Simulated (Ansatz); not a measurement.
The compound is WS₂ (space group P-3m1, No. 164), taken as the end point of a relaxation with Ansatz 0.2.0, DFT, PBE, PAW with Ansatz's default frozen-core files, scalar-relativistic; the starting structure was generated, so it need not be a known form of this composition.

```
CELL_PARAMETERS angstrom
3.21100 0.00000 0.00000
-1.60550 2.78081 0.00000
0.00000 0.00000 7.07082
ATOMIC_POSITIONS crystal
W 0.00000 0.00000 0.00000
S 0.33333 0.66667 0.22301
S 0.66667 0.33333 0.77699
```

Bonds are taken as S–W below 2.7 Å; no other contact counts. Simplification: prune 0- and 1-connected atoms, fold 2-connected ones into links.

Derive the underlying net.

The result is a binodal (3,6)-connected, two-periodic (layers) net: S is a 3-connected node; W is a 6-connected node, in the ratio 2:1. It is the kgd net, known from the layers of CdI2 (1T type). The layers lie parallel to (001).

| node | links | point symbol | coordination sequence |
| --- | --- | --- | --- |
| S | 3 | 4^3 | 3 12 9 24 15 36 21 48 27 60 |
| W | 6 | 4^6.6^6.8^3 | 6 6 18 12 30 18 42 24 54 30 |

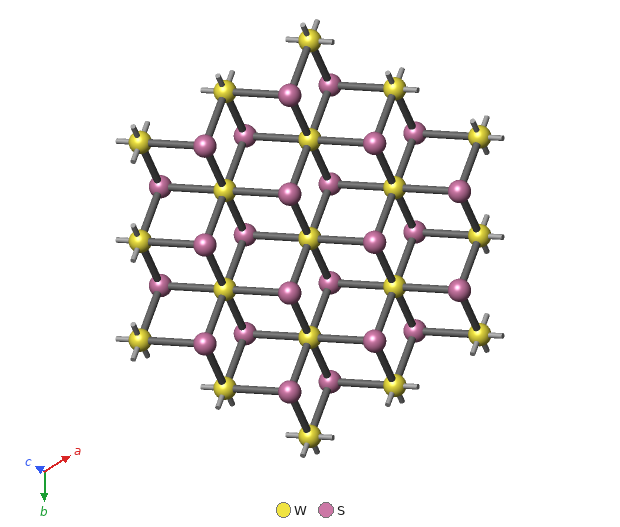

Nodes are coloured by topological kind. One layer is drawn. Short stubs are edges that leave the cut-out.
